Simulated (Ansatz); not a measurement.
# Two runs on PtS$_{2}$

System: PtS$_{2}$ (3 atoms in the cell).
Method of run 1: DFT, PBE, plane waves, PAW, no spin polarisation (Ansatz 0.2.0).

The structure was built on a prototype by a generator. The geometry comes from this level: r2scan-rvv10 (a point of a series of strains). Text and figures count atoms from 1; the logs count them from 0 in places.

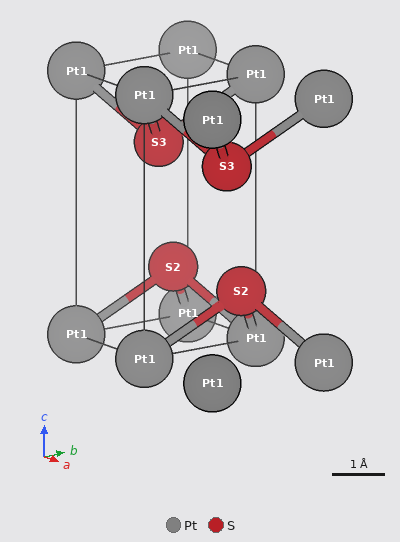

**Figure 1.** The structure as given in the input (ball-and-stick view of the cell of the calculation, repeated 2 × 1 × 1, seen slightly off an axis; atoms are numbered from 1 in the order of the input). Near neighbours in the crystal (not all of them lie inside the picture): Pt has 6 S at 2.39 Å; S has 3 Pt at 2.39 Å.

**The input, run 1**
```yaml
crystal:
  lattice:
    - [3.5526415803, 0.0, 0.0]
    - [-1.7763207902, 3.0766778591, 0.0]
    - [0.0, 0.0, 5.2261898081]
  atoms:
    - { symbol: Pt, position: [0.0, 0.0, 0.0] }
    - { symbol: S, position: [0.3333333333, 0.6666666667, 0.2349806655] }
    - { symbol: S, position: [0.6666666667, 0.3333333333, 0.7650193345] }
kpoints:
  mp_grid: { grid: [12, 12, 6] }
  band_path:
    path:
      - [0.0, 0.0, 0.0]
      - [0.5, 0.0, 0.0]
      - [0.3333333333, 0.3333333333, 0.0]
      - [0.0, 0.0, 0.5]
      - [0.5, 0.0, 0.5]
      - [0.3333333333, 0.3333333333, 0.5]
      - [0.0, 0.1666666667, 0.1666666667]
      - [0.0, 0.25, 0.3333333333]
    npoints: 1
hamiltonian:
  xc: pbe
scf:
  occupations: { method: fermi_dirac, width: 0.02 }
  n_extra_bands: 4
output:
  forces: true
  stress: true
  eigenvalues: true
```

Hardware: 4 threads of an Arm (aarch64) CPU, shared host.

**Output, shortened to warnings, some set-up lines, iterations and results (run 1)**
```
Basis set: ecut = 420 eV, 1115 PW (Γ), exchange–correlation on 48×48×72 points (8 copies of the dense FFT grid, shifted against one another)
Symmetry: 12 space group operations
k-points: 100 of 864
Initial density: superposition of atomic densities (neutral atoms: chi_scale 0, normalization atom), corrected by the library's trained network
[...]
SCF iter   1: F=—  HF=-14328.203764 eV  |F-HF|=—  |Δ(HF+E_count)|=         —  Δρ=2.79e-3  dr2=3.04e-3  ethr=1.77e-3  ⟨swp⟩=6.0  Hψ=10067  notcnv=0
SCF iter   2: F=—  HF=-14328.204456 eV  |F-HF|=—  |Δ(HF+E_count)|=   6.92e-4  Δρ=1.50e-3  dr2=1.21e-3  ethr=1.01e-5  ⟨swp⟩=2.0  Hψ=4170  notcnv=0
SCF iter   3: F=—  HF=-14328.204686 eV  |F-HF|=—  |Δ(HF+E_count)|=   2.30e-4  Δρ=4.72e-4  dr2=1.65e-4  ethr=4.04e-6  ⟨swp⟩=2.0  Hψ=3234  notcnv=0
SCF iter   4: F=—  HF=-14328.204669 eV  |F-HF|=—  |Δ(HF+E_count)|=   1.65e-5  Δρ=1.74e-4  dr2=1.39e-5  ethr=5.49e-7  ⟨swp⟩=2.7  Hψ=2755  notcnv=0
SCF iter   5: F=—  HF=-14328.204565 eV  |F-HF|=—  |Δ(HF+E_count)|=   1.04e-4  Δρ=5.31e-5  dr2=2.80e-6  ethr=4.62e-8  ⟨swp⟩=2.0  Hψ=2826  notcnv=0
SCF iter   6: F=—  HF=-14328.204567 eV  |F-HF|=—  |Δ(HF+E_count)|=   1.63e-6  Δρ=2.17e-5  dr2=3.93e-7  ethr=9.34e-9  ⟨swp⟩=2.0  Hψ=2860  notcnv=0
SCF iter   7: F=-14328.204567 eV  HF=-14328.204567 eV  |F-HF|=1.12e-8  |Δ(HF+E_count)|=   1.82e-7  Δρ=3.31e-6  dr2=6.08e-9  ethr=3.33e-10  ⟨swp⟩=6.0  Hψ=8806  notcnv=0
SCF 1 converged in 7 iterations: F = -14328.204567 eV  dr2 = 6.08e-9
NSCF: frozen V_eff on 8 k-points
SCF converged after 7 iterations
Free energy (F): -14328.204567 eV
Harris-Foulkes:  -14328.204567 eV  (|F-HF|=1.12e-8)
Internal energy: -14328.204567 eV  (E = F + TS)
E sigma→0 (E₀):  -14328.204567 eV
Fermi energy:    10.575928 eV
--- Per-component energies (eV) ---
  E_band       = -335.047046
  E_kinetic    = 850.376578
  E_local      = -3194.016923  (includes V_loc(G=0)·N_el)
  E_nonlocal   = 255.244419
  E_hartree    = 1264.427611
  E_xc         = -456.048982
  E_vxc        = -477.826965  (∫ρ·V_xc dr)
  E_paw        = -10653.879406  (= ΣΔE_a)
  E_vpaw       = -297.676552  (= ΣTr[D̂ρ^β])
  E_aug_tail   = 0.000187  (compensation charges beyond the density's cutoff)
  E_ewald      = -2394.308052
  E_smearing   = -0.000000  (= −TS)
  E_closure    = -0.000000  (closes the sum)
  Σ components = -14328.204567   (vs F -14328.204567, Δ=0.00e0)
--- Forces (eV/Å), atoms counted from 1 ---
  atom   1  Pt     0.00000000     0.00000000     0.00000000
  atom   2  S      0.00000000     0.00000000     0.05694569
  atom   3  S     -0.00000000    -0.00000000    -0.05694569
  max |Σ_I F_I| component: 3.94e-31 eV/Å
--- Stress (GPa, compression-positive) ---
        3.620889      -0.000000      -0.000000
       -0.000000       3.620889       0.000000
        0.000000       0.000000       2.182737
  P = ⅓ Tr σ = 3.1415 GPa (31.415 kbar)
```

The input of run 2 differs as follows (lines with − go, lines with + come):
```diff
-  xc: pbe
+  xc: r2scan
-  occupations: { method: fermi_dirac, width: 0.02 }
+  occupations: { method: fixed }
```

What does this change do to the results?

The total energies belong to different methods, so their difference says nothing on which is more stable or more accurate. The gap on the mesh goes from 0.78 to 0.95 eV. The pressure goes from 3.14 to 0.79 GPa. The functional changes from PBE to r2SCAN. The SCF takes 6 iterations against 7. The default cutoff goes from 420 to 500 eV with the change. The plane waves at Γ go from 1115 to 1483.

**Output, shortened to warnings, some set-up lines, iterations and results (run 2)**
```
Basis set: ecut = 500 eV, 1483 PW (Γ), exchange–correlation on 108×108×160 points (64 copies of the dense FFT grid, shifted against one another)
Symmetry: 12 space group operations
k-points: 100 of 864
Initial density: superposition of atomic densities (neutral atoms: chi_scale 0, normalization atom), corrected by the library's trained network
[...]
SCF iter   1: F=—  HF=-14349.722779 eV  |F-HF|=—  |Δ(HF+E_count)|=         —  Δρ=8.61e-3  dr2=4.01e-2  dr2_τ=8.53e-2  ethr=1.77e-3  ⟨swp⟩=5.0  Hψ=8456  notcnv=0  defer=200
SCF iter   2: F=—  HF=-14349.756274 eV  |F-HF|=—  |Δ(HF+E_count)|=   3.35e-2  Δρ=5.04e-3  dr2=5.42e-3  dr2_τ=2.45e-3  ethr=1.34e-4  ⟨swp⟩=2.2  Hψ=3837  notcnv=0  defer=200
SCF iter   3: F=—  HF=-14349.757024 eV  |F-HF|=—  |Δ(HF+E_count)|=   7.51e-4  Δρ=2.81e-3  dr2=1.48e-3  dr2_τ=1.01e-4  ethr=1.81e-5  ⟨swp⟩=2.0  Hψ=2108  notcnv=0  defer=200
SCF iter   4: F=—  HF=-14349.757496 eV  |F-HF|=—  |Δ(HF+E_count)|=   4.72e-4  Δρ=2.64e-4  dr2=2.55e-5  dr2_τ=2.36e-6  ethr=4.94e-6  ⟨swp⟩=3.0  Hψ=3200  notcnv=0  defer=200
SCF iter   5: F=—  HF=-14349.757508 eV  |F-HF|=—  |Δ(HF+E_count)|=   1.17e-5  Δρ=6.06e-5  dr2=2.44e-6  dr2_τ=2.36e-7  ethr=8.51e-8  ⟨swp⟩=2.6  Hψ=3418  notcnv=0  defer=5
SCF iter   6: F=-14349.757509 eV  HF=-14349.757509 eV  |F-HF|=5.57e-8  |Δ(HF+E_count)|=   8.99e-7  Δρ=1.22e-5  dr2=8.50e-8  dr2_τ=5.26e-9  ethr=3.33e-10  ⟨swp⟩=5.9  Hψ=10945  …
SCF 1 converged in 6 iterations: F = -14349.757509 eV  dr2 = 8.50e-8
NSCF: frozen V_eff on 8 k-points
SCF converged after 6 iterations
Free energy (F): -14349.757509 eV
Harris-Foulkes:  -14349.757509 eV  (|F-HF|=5.57e-8)
Internal energy: -14349.757509 eV  (E = F + TS)
E sigma→0 (E₀):  -14349.757509 eV
Fermi energy:    9.951601 eV
--- Per-component energies (eV) ---
  E_band       = -360.501255
  E_kinetic    = 849.345138
  E_local      = -3195.734647  (includes V_loc(G=0)·N_el)
  E_nonlocal   = 256.705242
  E_hartree    = 1265.922735
  E_xc         = -433.350507
  E_vxc        = -526.362377  (∫ρ·V_xc dr)
  E_paw        = -10697.886547  (= ΣΔE_a)
  E_vpaw       = -306.760074  (= ΣTr[D̂ρ^β])
  E_aug_tail   = 0.000156  (compensation charges beyond the density's cutoff)
  E_vtau       = 30.458640  (kinetic-family band-sum trace: ∫τ·v_τ [+ j·A + Jᵃ·Aᵃ] dr)
  E_ewald      = -2394.308052
  E_core_change = -0.451028  (= ΣΔE_core)
  E_smearing   = -0.000000  (= −TS)
  E_closure    = 0.000000  (closes the sum)
  Σ components = -14349.757509   (vs F -14349.757509, Δ=0.00e0)
--- Forces (eV/Å), atoms counted from 1 ---
  atom   1  Pt     0.00000000    -0.00000000     0.00000000
  atom   2  S      0.00000000     0.00000000    -0.04249178
  atom   3  S     -0.00000000    -0.00000000     0.04249178
  max |Σ_I F_I| component: 2.31e-18 eV/Å
--- Stress (GPa, compression-positive) ---
        0.747456      -0.000000      -0.000000
       -0.000000       0.747456       0.000000
       -0.000000       0.000000       0.868470
  P = ⅓ Tr σ = 0.7878 GPa (7.878 kbar)
```

**The two runs side by side**

| quantity | run 1 | run 2 |
| --- | --- | --- |
| outcome | converged | converged |
| free energy per atom (eV) | −4776.0682 | −4783.2525 |
| gap on the mesh (eV) | 0.78 | 0.95 |
| pressure (GPa) | 3.14 | 0.79 |
| largest force (eV/Å) | 0.057 | 0.042 |
| SCF iterations | 7 | 6 |
| irreducible k-points | 100 | 100 |
| plane waves at Γ | 1115 | 1483 |
| wall time (shared host) | 2.1 s | 4.7 s |

For both runs: Spin–orbit coupling is left out, which matters for Pt.
